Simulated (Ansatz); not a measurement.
Zn15GaO16

Input file:

```
crystal:
  lattice:
    - [6.4988, 0.0, 0.0]
    - [-3.2494, 5.62812589, 0.0]
    - [0.0, 0.0, 10.4076]
  atoms:
    - { symbol: Zn, position: [0.333506, 0.167077, 0.250165] }
    - { symbol: Zn, position: [0.166015, 0.333786, 0.500223] }
    - { symbol: Zn, position: [0.333065, 0.166957, 0.750182] }
    - { symbol: Zn, position: [0.166814, 0.833348, 0.000273] }
    - { symbol: Zn, position: [0.332965, 0.666585, 0.249759] }
    - { symbol: Zn, position: [0.166966, 0.833353, 0.499854] }
    - { symbol: Zn, position: [0.332942, 0.666538, 0.750004] }
    - { symbol: Zn, position: [0.666529, 0.33398, 0.000503] }
    - { symbol: Zn, position: [0.831978, 0.165722, 0.249913] }
    - { symbol: Zn, position: [0.666456, 0.33344, 0.500109] }
    - { symbol: Zn, position: [0.834392, 0.166111, 0.749811] }
    - { symbol: Zn, position: [0.667688, 0.833657, 0.000332] }
    - { symbol: Zn, position: [0.833076, 0.665843, 0.250084] }
    - { symbol: Zn, position: [0.666721, 0.83272, 0.499658] }
    - { symbol: Zn, position: [0.833297, 0.666194, 0.749951] }
    - { symbol: Ga, position: [0.166714, 0.333351, -0.000253] }
    - { symbol: O, position: [0.166964, 0.333779, 0.19116] }
    - { symbol: O, position: [0.332924, 0.167032, 0.440749] }
    - { symbol: O, position: [0.167106, 0.332797, 0.691457] }
    - { symbol: O, position: [0.333323, 0.166042, 0.940843] }
    - { symbol: O, position: [0.166694, 0.83347, 0.190509] }
    - { symbol: O, position: [0.33278, 0.666766, 0.440767] }
    - { symbol: O, position: [0.166784, 0.833713, 0.690176] }
    - { symbol: O, position: [0.333461, 0.667279, 0.940851] }
    - { symbol: O, position: [0.666261, 0.333709, 0.191127] }
    - { symbol: O, position: [0.833781, 0.166494, 0.440259] }
    - { symbol: O, position: [0.666612, 0.33311, 0.691388] }
    - { symbol: O, position: [0.83343, 0.165851, 0.940402] }
    - { symbol: O, position: [0.667109, 0.833673, 0.19068] }
    - { symbol: O, position: [0.833333, 0.666889, 0.441234] }
    - { symbol: O, position: [0.667105, 0.833462, 0.690953] }
    - { symbol: O, position: [0.833204, 0.667195, 0.939875] }
scf:
  occupations: { method: gaussian, width: 0.05 }
output:
  forces: true
  stress: true
  write_density: true
  write_potential: true
  elf: true
  volumetric_format: npy
hamiltonian:
  xc: pbe
kpoints:
  mp_grid: { grid: [4, 4, 3] }
relax:
  f_tol: 0.01
  max_steps: 60
  cell: { stress_tol: 0.05 }
```

Run with:

```sh
ansatz run input.yaml --threads 8 --pin off --max-ram 20480MiB --backend cpu --events-out ev --progress --plain --runs-dir out
```

Below, planes, directions and counts refer to the conventional cell (a = 6.57 Å, b = 6.57 Å, c = 10.63 Å, α = 90.00°, β = 90.00°, γ = 120.00°).

The fields are those of the run's last geometry, not of the input's.

Space group P3m1; computed without spin polarisation.

Computed with DFT PBE, scalar-relativistic, plane waves, PAW (Ansatz 0.2.0).

Core electrons are frozen (PAW), and the valence fields are smoothed inside the atomic spheres.

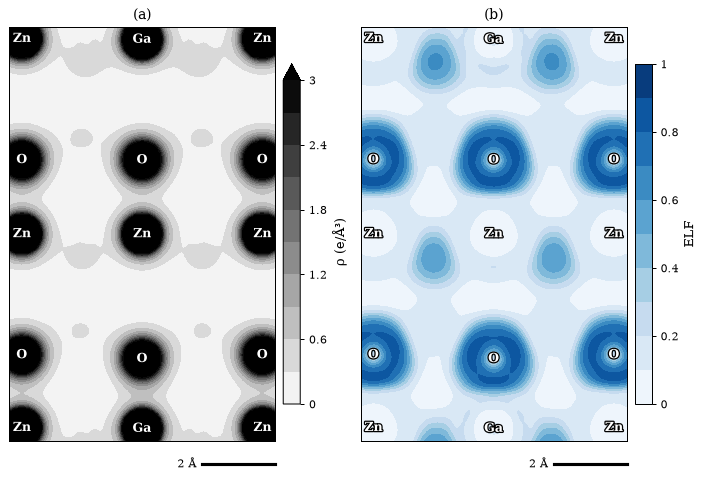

Figure 1. (a) valence pseudo-density; (b) electron localisation function on the (010) plane of the conventional cell.

### Describe what can be read from this map.

- The plane passes through Zn, Ga and O nuclei.
- Atoms just off the plane (Zn, 0.9 Å away and O, 0.9 Å away) can leave unmarked features too.
- Ga–O (1.91 Å): ρ is about 0.76 e/Å³ halfway; the ELF peaks at about 0.85 in the valence shell of O, 0.6 Å from its nucleus, and is about 0.40 at the midpoint.
- Zn–O (1.99 Å): ρ at the midpoint is about 0.61 e/Å³; the ELF peaks at about 0.85 in the valence shell of O, 0.6 Å from its nucleus, and is about 0.25 at the midpoint (no shared electron pair shows on this line).
- Zn–O (2.02 Å): ρ is about 0.56 e/Å³ halfway; the ELF peaks at about 0.85 in the valence shell of O, 0.6 Å from its nucleus, and is about 0.25 at the midpoint; no localised pair shows between them.
- Between the atoms the lowest density in this plane is 0.04 e/Å³.

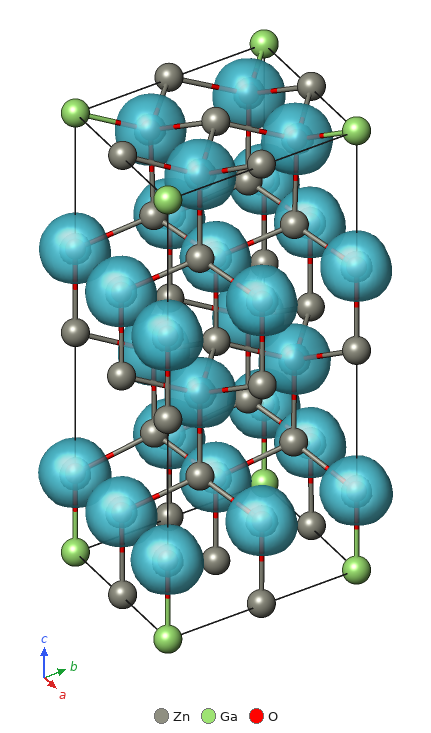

Figure 2. Isosurface of the ELF at 0.7 (cyan), seen slightly off an axis. Only the valence region is drawn (cores and ρ < 0.01 e/Å³ removed). Sticks mark near contacts.

### Where are the electrons localised?

At this value the surface marks out 16 regions wrapped around O (the valence shell of each), counted in one cell of 32 atoms. Regions shared between cells count once.

### Metal or insulator at this level of theory?

It is gapless in this calculation (a metal or semimetal).
